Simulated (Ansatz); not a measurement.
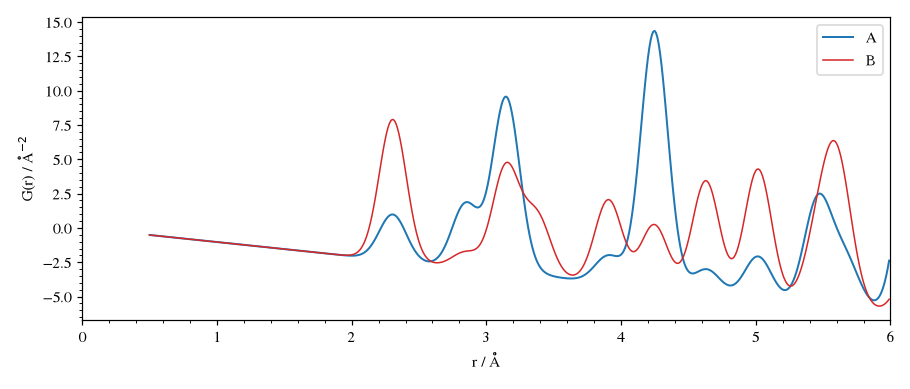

Two calculated pair distribution functions of the same structure of HfN, one with X-ray weights (atomic numbers) and one with neutron weights (tabulated coherent scattering lengths, natural isotope mix where the element has one), both with peak width σ = 0.10 Å. Basis of the simulation: the geometry relaxed with DFT PBE, scalar-relativistic, plane waves, PAW in Ansatz; the starting structure was generated, so it need not be a known form of this composition.

Tell the X-ray curve from the neutron curve.

Curve B is the neutron PDF and A the X-ray PDF. The weight that changes most is that of Hf–Hf (first at 2.85 Å): 0.83 for X-rays, 0.20 for neutrons.

Give the weight with which each partial g(r) enters the total (Faber–Ziman weights, summing to 1).

```tsv
pair	X-ray	neutron
Hf–Hf	0.83	0.20
Hf–N	0.16	0.50
N–N	0.01	0.30
```

Scattering lengths used: Hf 7.70 fm, N 9.36 fm.
